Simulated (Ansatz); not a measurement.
```
Mo S
1.0
     3.18454    0.00000    0.00000
    -1.59227    2.75789    0.00000
     0.00000    0.00000   21.67053
Mo S
2 4
Cartesian
  0.0000 1.8386 18.4451
  1.5923 0.9193 3.2254
  1.5923 0.9193 16.8950
  0.0000 1.8386 1.6740
  1.5923 0.9193 19.9965
  0.0000 1.8386 4.7755
```

Space group P-3m1; a structure from a database of computed crystals, not necessarily the ambient phase.

Computed with Kohn-Sham DFT of a periodic cell, PBEsol, Ansatz PAW (Ansatz 0.2.0).

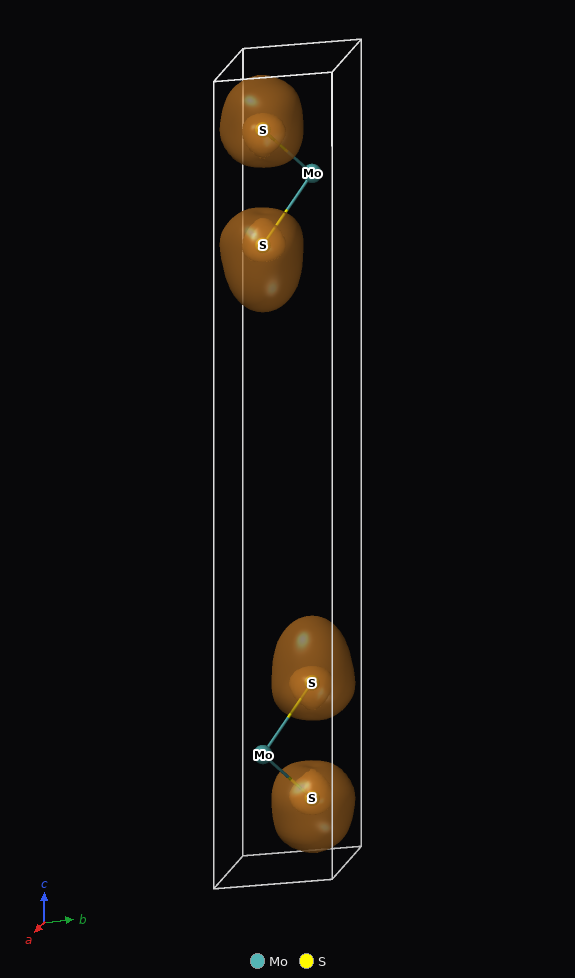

MoS2. Isosurface of the ELF at 0.7 (orange), seen slightly off an axis. Only the valence region is drawn (cores and ρ < 0.01 e/Å³ removed). Sticks mark near contacts.

In a PAW calculation such maps are meaningful between the atoms, not at the nuclei.

Question: Identify the bonds, lone pairs and shells in this picture.

Answer: The ELF exceeds this value in four regions wrapped around S (the valence shell of each), counted in one cell of 6 atoms. Regions shared between cells count once. Profiles from the grid: Mo–S (2.40 Å): the ELF peaks at about 0.85 in the valence shell of S, 0.8 Å from its nucleus, and is about 0.45 at the midpoint.

Question: Metal or insulator at this level of theory?

Answer: It is gapped, with a Kohn–Sham gap of 1.4 eV on the k-point mesh, an upper bound to the gap of this method.
